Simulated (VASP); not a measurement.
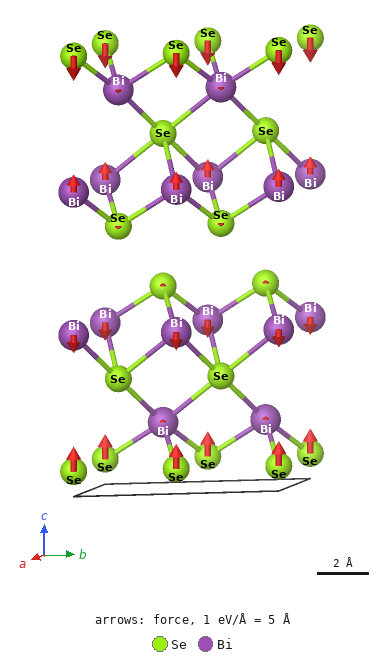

Starting geometry of a slab of composition Bi$_{2}$Se$_{3}$ with the computed forces as red arrows. The picture is a ball-and-stick view of the 1 × 2 repeat of the cell, outlined in the plane, without the vacuum, seen slightly off an axis.

The run lets cell and atoms move.

Theory: Kohn-Sham DFT of a periodic cell, LDA, VASP PAW LDA potentials, recommended (VASP 6.6.1).

Input
```
ALGO     = Normal         # electronic algorithm
EDIFF    = 1E-6           # SCF threshold, eV
EDIFFG   = -0.01          # ionic threshold
ENCUT    = 600            # plane-wave cutoff, eV
IBRION   = 2              # ionic algorithm
ISIF     = 3              # what is computed and relaxed
ISMEAR   = 0              # smearing method
KPAR     = 4            
LASPH    = True           # aspherical terms in the spheres
LATTICE_CONSTRAINTS= .TRUE. .TRUE. .FALSE.
LCHARG   = False          # write CHGCAR
LREAL    = False          # projectors in reciprocal space
LWAVE    = False          # write WAVECAR
NELM     = 80             # most SCF steps
NSW      = 90             # ionic steps
PREC     = Accurate       # precision mode
SIGMA    = 0.03           # smearing width, eV
```

Launched with:
```bash
cat potpaw_LDA.64/Se/POTCAR potpaw_LDA.64/Bi_d/POTCAR > POTCAR
mpirun -np 4 vasp_std > vasp.out
```

Q: What follows when this structure is relaxed?

A: It isn't relaxed: the largest force vector, on Se atoms, is 0.20 eV/Å. The final displacements follow the starting forces only in part (cosine between the two patterns 0.37). The energy falls by 62.8 meV per cell of the calculation in 30 geometry steps. Largest force component: 0.2 eV/Å at the start, 0.0081 eV/Å at the end. The largest moves relative to the cell and the layer's centre, 0.12 Å, are those of Se atoms. By element the largest moves are Se 0.12 Å, Bi 0.12 Å. In the plane the drawn cell goes a 4.143 → 4.095 Å (−1.2 %), b 8.286 → 8.190 Å (−1.2 %). Near-neighbour distances that change, for instance: Bi–Se 3.075 → 3.038 Å, Bi–Se 2.851 → 2.826 Å.
